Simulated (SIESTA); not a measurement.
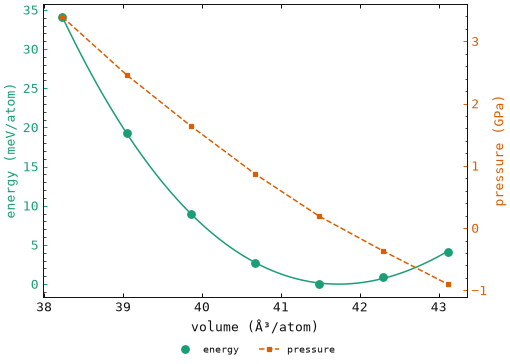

The plot gives the computed energy and pressure against volume for Pb, space group Fd-3m (No. 227).

Starting cell:
```xyz
2
Lattice="0.0000 3.4390 3.4390 3.4390 0.0000 3.4390 3.4390 3.4390 0.0000" Properties=species:S:1:pos:R:3 pbc="T T T"
Pb    1.7195    1.7195    1.7195
Pb    0.0000    0.0000    0.0000
```

Calculation (SIESTA 5.4.2): DFT in numerical atomic orbitals with pseudopotentials, no spin polarisation; energies at scaled volumes of the given cell, shape and fractions fixed, counted from the fit's minimum, third-order Birch-Murnaghan fit. Level: PBEsol.

k mesh 7×7×7; occupations Fermi–Dirac; smearing width 0.05 eV; potentials PseudoDojo 0.4 standard, converted to PSML, two zetas on semicore shells; program settings basis DZP, mesh cutoff 500 Ry.

**Give the fitted equation-of-state parameters.**

A third-order Birch–Murnaghan fit gives V0 = 41.73 Å³/atom, B0 = 31.3 GPa and B′ = 5.0.

**What does the pressure do across the range?**

It falls from 3.39 GPa at volume 38.23 Å³/atom to −0.90 GPa at 43.11 Å³/atom, and changes sign near 41.76 Å³/atom.

Note: mulliken charges of long orbitals; spin-orbit coupling left out, heavy elements.
